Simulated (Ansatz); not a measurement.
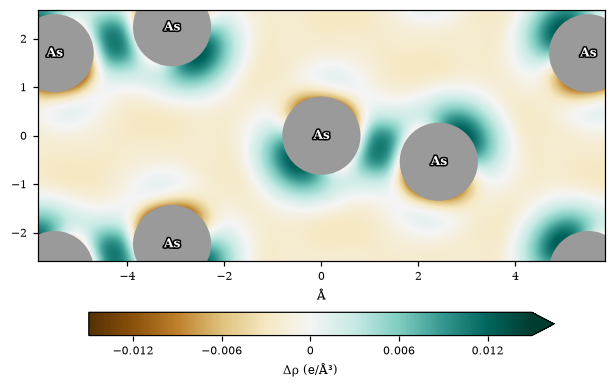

As: difference of two self-consistent densities at the same geometry, ρ(r2SCAN) − ρ(PBE), on the (100) plane of the conventional cell. Grey discs cover the cores, where the PAW densities can't be compared. Cores are masked to 0.8 Å (As).

Space group Cmce. No gap opens at this level; semilocal functionals can close small gaps.

Both runs: Ansatz, scalar-relativistic, plane waves and PAW, same cutoff, k-points and PAW files (made with PBE).

```
As
1.0
     3.65000    0.00000    0.00000
     0.00000   11.00000    0.00000
     0.00000    0.00000    4.47000
As
8
Direct
  0.50000 0.39000 0.06000
  0.00000 0.89000 0.06000
  0.00000 0.39000 0.44000
  0.50000 0.89000 0.44000
  0.00000 0.11000 0.94000
  0.50000 0.61000 0.94000
  0.50000 0.11000 0.56000
  0.00000 0.61000 0.56000
```

> How does the change of level move the electrons?

Against PBE, and outside the masked cores, the largest gain lies at the edge of the masked core of As, and the largest loss lies at the edge of the masked core of As. At this volume the pressure is 3 GPa with PBE and 1 GPa with r2SCAN.
